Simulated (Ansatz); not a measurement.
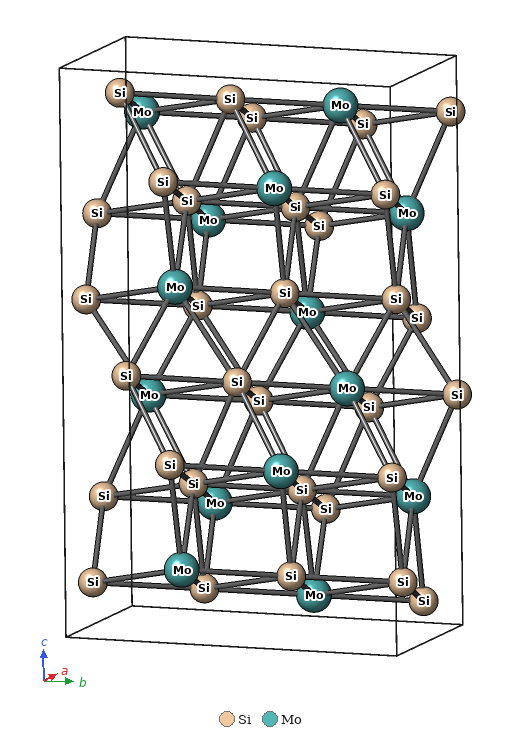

View from a general direction, drawn as a ball-and-stick model. The outline marks the conventional unit cell.

Caption:

The stoichiometry is Si2Mo. The structure has C2 (No. 5) symmetry and a base-centred monoclinic lattice. With Z = 12, the cell contains 24 Si, 12 Mo. Neighbours within bonding distance: Si 10 and Mo 10. Not all metal-metal contacts are counted.

Starting structure: a structure listed in the Materials Project. The cell was then strained or its atoms displaced on purpose. It was run through Ansatz as a DFT input.

At this level of theory the run's own cell isn't at rest (forces up to 2.2 eV/Å), so its distances can differ from those at equilibrium, the more so the softer the solid.
